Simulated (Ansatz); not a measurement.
System: rutile-type MgF2, space group P4_2/mnm (No. 136), 6 atoms in the cell; at the first point, a = 4.639 Å, c = 3.062 Å (tetragonal axes), relaxed at zero pressure beforehand. The cell is squeezed to set volumes, with shape and atoms relaxed at each and kept in this structure, whether or not it stays the stable one. Level of theory: PBEsol, all-electron LAPW, no spin polarisation, no spin-orbit coupling, 7×7×10 k mesh; code Ansatz 0.2.0.

How will the gap change from 0 GPa to 133 GPa?

The gap grows from 6.88 eV at 0 GPa to 10.69 eV at 133 GPa.

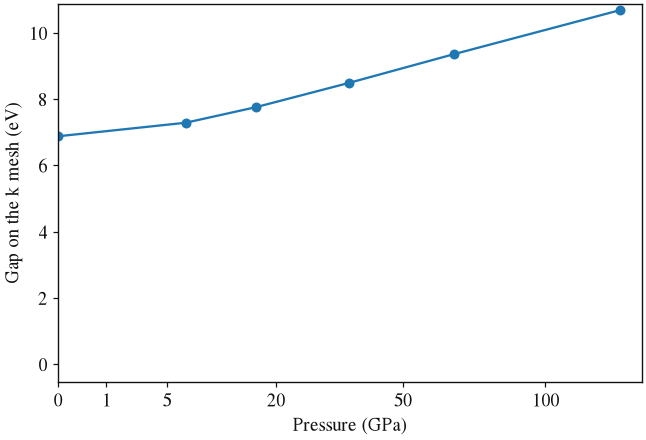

Smallest gap on the k mesh (the pressure axis goes as the square root).

| pressure | gap (eV) | V/V0 |
| --- | --- | --- |
| 0 GPa | 6.88 | 1.00 |
| 7 GPa | 7.29 | 0.94 |
| 17 GPa | 7.76 | 0.88 |
| 36 GPa | 8.49 | 0.80 |
| 66 GPa | 9.36 | 0.72 |
| 133 GPa | 10.69 | 0.62 |

LDA, GGA and most meta-GGA functionals understate gaps. A mesh with an odd division misses points of the zone boundary, where band edges can lie.
